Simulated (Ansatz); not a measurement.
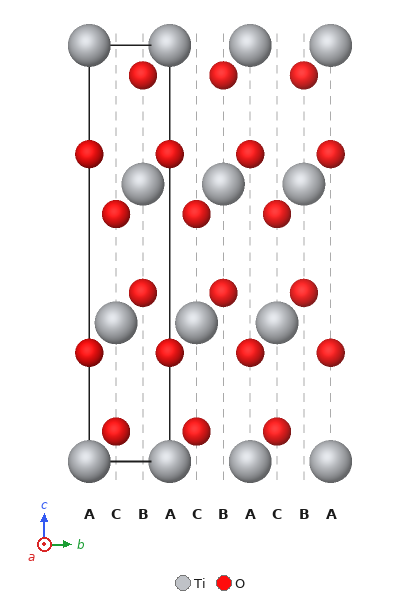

Projection along an edge of the hexagonal mesh, stacking direction c upwards. The dashed lines mark the three columns A (0, 0), B (1/3, 2/3) and C (2/3, 1/3). The sequence starts with the first layer at or above the cell's origin.

The compound is TiO2, taken as the geometry relaxed with Ansatz, DFT PBE+D3(BJ), scalar-relativistic, plane waves, PAW.

List the layers of one repeat.

Ti(A) – O(C) – O(A) – Ti(C) – O(B) – O(C) – Ti(B) – O(A) – O(B) (nine layers in 13.35 Å).

How are the O layers alone stacked?

O layers alone: CABCAB, the cubic close-packed type.

Which positions between or in the O layers do the other atoms fill?

Ti: three octahedral sites, counted in one hexagonal cell. Three of the six gaps between O layers are empty, 2.53 Å wide.

What short polytype symbol fits?

Polytype symbol 3R, the symbol of a layered MX2 polytype (number of slabs in the repeat and lattice).
